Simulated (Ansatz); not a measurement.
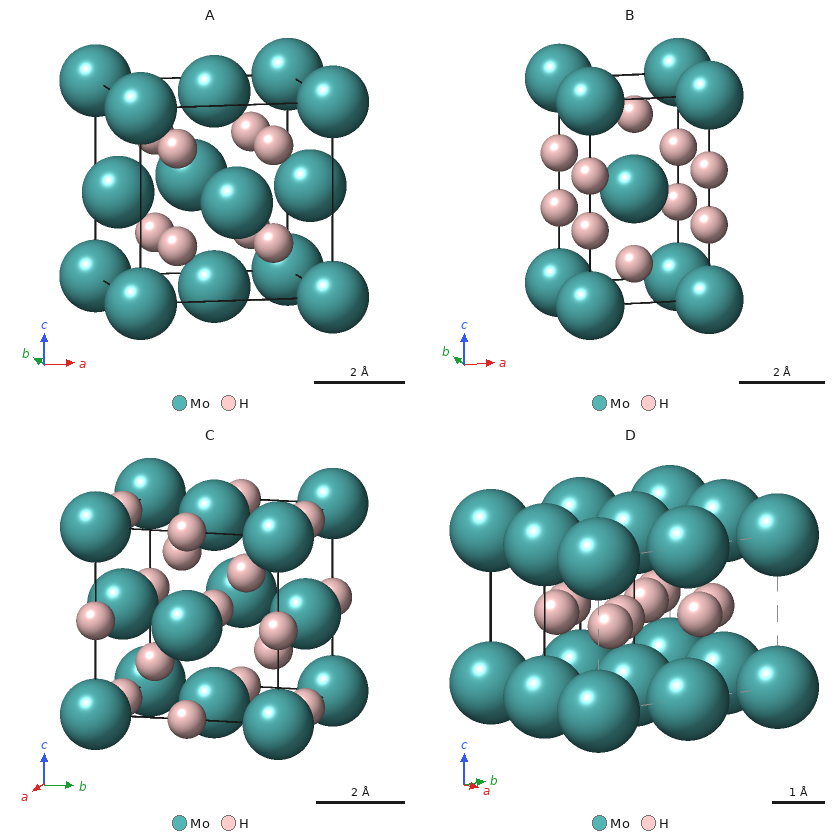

Four structures of MoH$_{2}$, each relaxed to rest (conventional cells in solid outline, small ones repeated, each panel with its own scale). Method: DFT PBE, scalar-relativistic, plane waves, PAW (Ansatz), without spin polarisation.

### What are the structures shown?

A: fluorite (CaF₂ type), Fm-3m; B: 6 atoms a cell on a body-centred tetragonal lattice, I4/mmm; C: 12 atoms a cell on a face-centred cubic lattice, F-43m; D: AlB₂ type, P6/mmm.

### Rank them by energy, lowest first.

A, then C (+169 meV/atom), B (+293 meV/atom) and D (+553 meV/atom), energies at zero smearing.

### Collect the results in a table.

| panel | structure | E − E(lowest) (meV/atom) | volume (Å³/atom) | gap (eV) |
| --- | --- | --- | --- | --- |
| A | Fm-3m | 0 | 7.1 | metal |
| C | F-43m | 169 | 6.8 | metal |
| B | I4/mmm | 293 | 6.9 | metal |
| D | P6/mmm | 553 | 6.9 | metal |

Some of these may be structure types tried for this composition rather than known phases, and the most stable form need not be among them. Gaps are taken on the k-mesh or band path of each run.
